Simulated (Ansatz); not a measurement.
## Electronic structure of SnGe2 in real space

```
Sn Ge
1.0
     2.07996   -2.62838    4.02262
     0.00000    5.25675    0.00000
    -7.50639    0.00000    3.87223
Sn Ge
3 6
Direct
  0.33333 0.66667 0.66667
  0.00000 0.00000 0.00000
  0.66667 0.33333 0.33333
  0.66571 0.33285 0.67652
  0.33238 0.66619 0.00985
  0.99904 0.99952 0.34319
  0.00096 0.00048 0.65681
  0.66762 0.33381 0.99015
  0.33429 0.66715 0.32348
```

Space group C2/m; a generated structure, not necessarily the stable one.

Level of theory: DFT PBE, scalar-relativistic, plane waves, PAW (Ansatz).

The density is the valence pseudo-density of a PAW calculation; it isn't the true density close to the nuclei.

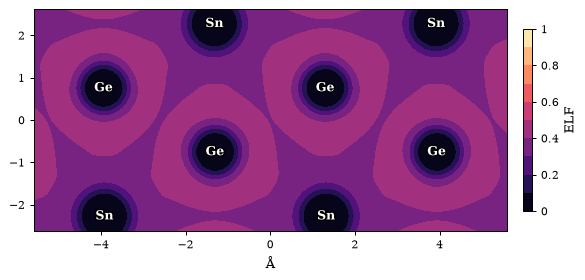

Figure 1. Electron localisation function on the (001) plane of the standardised cell.

**What do the fields say about this system?**

Atoms in the plane: Sn and Ge.
Sn–Ge (3.03 Å): the ELF is about 0.40 at the midpoint.

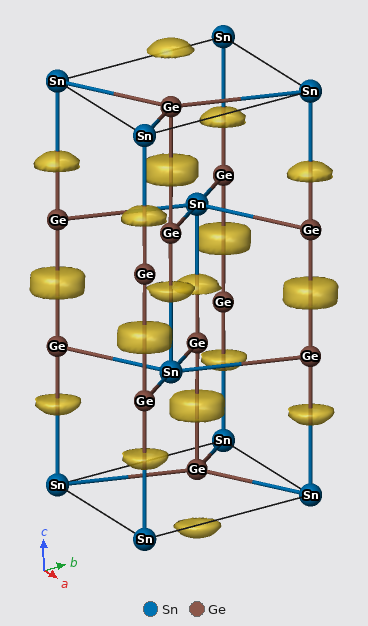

Figure 2. Isosurface of the electron localisation function at 0.55 (yellow), seen slightly off an axis. Only the valence region is drawn (cores and ρ < 0.01 e/Å³ removed). Sticks mark near contacts.

**What do the ELF domains correspond to?**

The ELF exceeds this value in three regions between bonded Ge–Ge atoms and six regions between bonded Ge–Sn atoms, counted in one cell of 9 atoms. Any copies at cell faces, edges or corners count once.


Ge–Ge (2.65 Å): the ELF peaks at about 0.65 between the atoms. Sn–Ge (2.90 Å): the ELF peaks at about 0.60 between the atoms.

**Does the calculation give a band gap?**

It is gapless in this calculation (a metal or semimetal).
